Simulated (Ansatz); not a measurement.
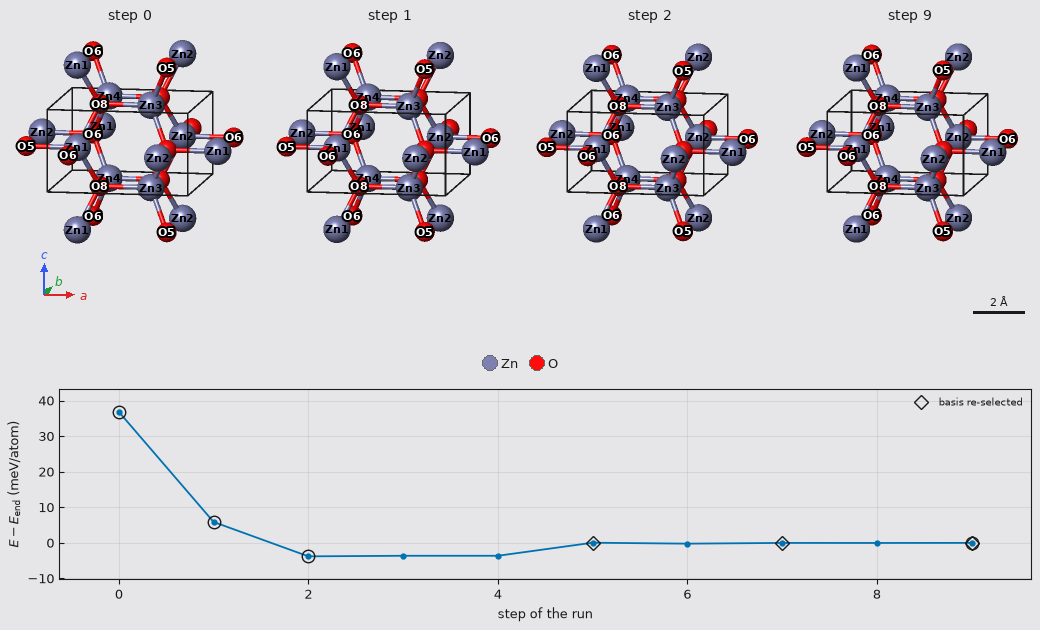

Frames of a relaxation of a crystal of ZnO (set up in P4_2/mnm), marked on the history of the run. Style: ball-and-stick. Shown: the cell of the calculation, slightly off an axis.

Case: relaxed under LDA.

Method: Ansatz 0.2.0, DFT LDA, scalar-relativistic, plane waves, PAW.

The input:
```yaml
crystal:
  lattice:
    - [5.6084659101, 0.0, 0.0]
    - [0.0, 5.6084659101, 0.0]
    - [0.0, 0.0, 3.2791201825]
  atoms:
    - { symbol: Zn, position: [0.1816771479, 0.1816771479, 0.5] }
    - { symbol: Zn, position: [0.8183228521, 0.8183228521, 0.5] }
    - { symbol: Zn, position: [0.6816771479, 0.3183228521, 0.0] }
    - { symbol: Zn, position: [0.3183228521, 0.6816771479, 0.0] }
    - { symbol: O, position: [0.8184281459, 0.1815718541, 0.5] }
    - { symbol: O, position: [0.1815718541, 0.8184281459, 0.5] }
    - { symbol: O, position: [0.6815718541, 0.6815718541, 0.0] }
    - { symbol: O, position: [0.3184281459, 0.3184281459, 0.0] }
basis:
  ecutwfc: 420
kpoints:
  mp_grid: { grid: [6, 6, 8] }
hamiltonian:
  xc: lda
scf:
  occupations: { method: fixed }
output:
  forces: true
  stress: true
  eigenvalues: true
  write_density: true
  write_potential: true
  elf: true
  volumetric_format: npy
relax:
  adjacent_minimum: "off"
  f_tol: 0.001
  max_steps: 60
  cell: { stress_tol: 0.01 }
```

Launched with:
```bash
ansatz run input.yaml --threads 2 --pin off --max-ram 7168MiB --backend cpu --events-out ev --progress --plain --runs-dir out
```

Question: What happens along the run?

Answer: After 6 accepted moves (9 points after the start) the energy has fallen by 36.8 meV per atom. Largest force component: 0.037 eV/Å at the start, 0.00033 eV/Å at the end. The pressure goes from −10.60 to 0.00 GPa. The SCF was repeated 3 times at an unchanged geometry on a basis and grid sized afresh for the cell, which shifted the energy by 3.7 meV per atom at most. The largest moves relative to the cell, 0.004 Å, are those of 8 atoms (Zn1, Zn2, Zn3, Zn4 and others). O7 goes along [1 1 0]. By element the largest moves are O 0.004 Å, Zn 0.004 Å. The volume changes by −8.1 %, with a = b 5.608 → 5.440 Å (−3.0 %), c 3.279 → 3.204 Å (−2.3 %). Some distances before and after: Zn1–O5 2.037 → 1.982 Å, Zn1–O8 1.966 → 1.912 Å. The space group stays P4_2/mnm (No. 136). The run took 2.6 min on 2 threads of Intel(R) Xeon(R) Processor @ 2.50GHz (Skylake/Cascade Lake) (shared host), peak memory 0.51 GiB. From step 0 to 1: volume −4.4 %, energy −31.0 meV per atom. From step 1 to 2: volume −4.0 %, energy −9.7 meV per atom. From step 2 to 9: volume +0.1 %, energy +3.8 meV per atom.

```tsv
step	E − E(0), meV/atom	largest force component, eV/Å	pressure, GPa	volume, Å³/atom	note
0	0.00	0.0372	-10.60	12.893	
1	-30.96	0.0158	-5.16	12.325	
2	-40.63	0.0115	0.76	11.834	
3	-40.47	0.0105	0.00	11.888	
4	-40.47	0.0006	0.00	11.889	
5	-36.79	0.0015	-0.46	11.889	same geometry, new basis
6	-37.06	0.0006	0.00	11.852	
7	-36.85	0.0004	-0.01	11.852	same geometry, new basis
8	-36.86	0.0003	0.00	11.850	
9	-36.84	0.0003	0.00	11.850	same geometry, new basis
```
